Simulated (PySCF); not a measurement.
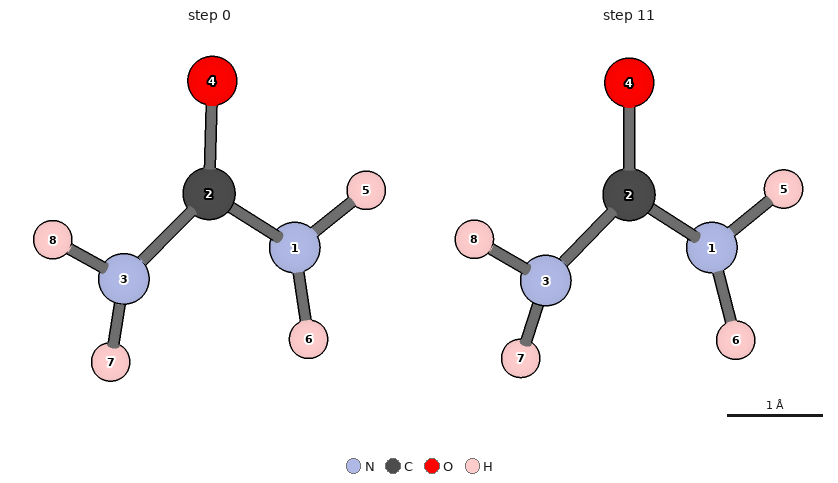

The structure of CH₄N₂O before (left) and after (right) a relaxation, at one scale.

A ball-and-stick model, seen at a tilt.

The start comes from GFN2-xTB. Its atoms were then displaced at random by about 0.01 Å.

Method: PBE0-D3(BJ)/def2-SVP geometry optimisation, gas phase in PySCF. 

### Describe what moved and what it gained.

H7 moves most after the best rigid fit: 0.12 Å. By element the largest moves are H 0.12 Å, N 0.04 Å, O 0.03 Å, C 0.02 Å. Among the contacts that change: N1–H6 0.977 → 1.012 Å, N1–C2 1.406 → 1.378 Å, N1–H5 0.996 → 1.012 Å, C2–O4 1.217 → 1.212 Å. Bond angles that change, for instance: H7–N3–H8 119.4° → 115.1°, H5–N1–H6 119.6° → 115.3°. Over 11 geometry steps the energy falls by 10.0 kJ/mol.
